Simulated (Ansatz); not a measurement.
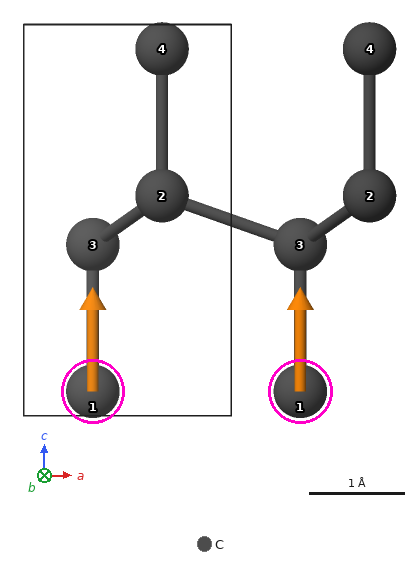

A scan of crystalline C (P6_3/mmc): C1 (one in each cell of 4 atoms) is moved towards the nearest copy of atom 3 (C) at 1.544 Å, all else fixed. The picture shows the reference cell. The orange arrows give the direction of positive displacement. The ringed atoms are those of the scanned coordinate. The picture is a ball-and-stick view of the cell of the calculation, repeated 2 × 2 × 1 with one cell outlined, seen along the b axis.

Level of theory: Ansatz 0.2.0, DFT r2SCAN, scalar-relativistic, plane waves, PAW. (plane-wave cutoff 500 eV; k-point mesh 12 × 12 × 6; occupations gaussian; smearing width 0.05 eV; no spin polarisation). Energies (free energies at the smearing named) are counted from the cell as listed in its source, which wasn't relaxed.

```
C
1.0
     2.52210    0.00000    0.00000
    -1.26105    2.18420    0.00000
     0.00000    0.00000    4.11860
C
4
Direct
  0.33333 0.66667 0.06250
  0.66667 0.33333 0.56250
  0.33333 0.66667 0.43750
  0.66667 0.33333 0.93750
```

Q: Give the energy at each point (the displacement: −0.60, −0.40, −0.20, 0.00, 0.10, 0.20, 0.30, 0.40, 0.50, 0.60 Å).

A:
```tsv
displacement (Å)	E − E(ref) (eV/cell)
−0.60	5.41
−0.40	3.00
−0.20	0.89
0.00	0.00
0.10	0.27
0.20	1.19
0.30	2.96
0.40	5.87
0.50	10.42
0.60	17.52
```

Of the computed points the lowest is at the displacement 0.00 Å, 0.00 eV/cell. The curvature at zero is about 52 eV/Å². The well is lopsided: at ±0.60 Å the energy is 3.2 times higher on the positive side. At the highest point the shortest interatomic distance is 0.94 Å, against 1.54 Å in the reference. The distortion takes the space group from P6_3/mmc to P3m1. The band gap on the mesh, 3.66 eV in the reference, closes at −0.60 Å, −0.40 Å, 0.30 Å, 0.40 Å, 0.50 Å, 0.60 Å.
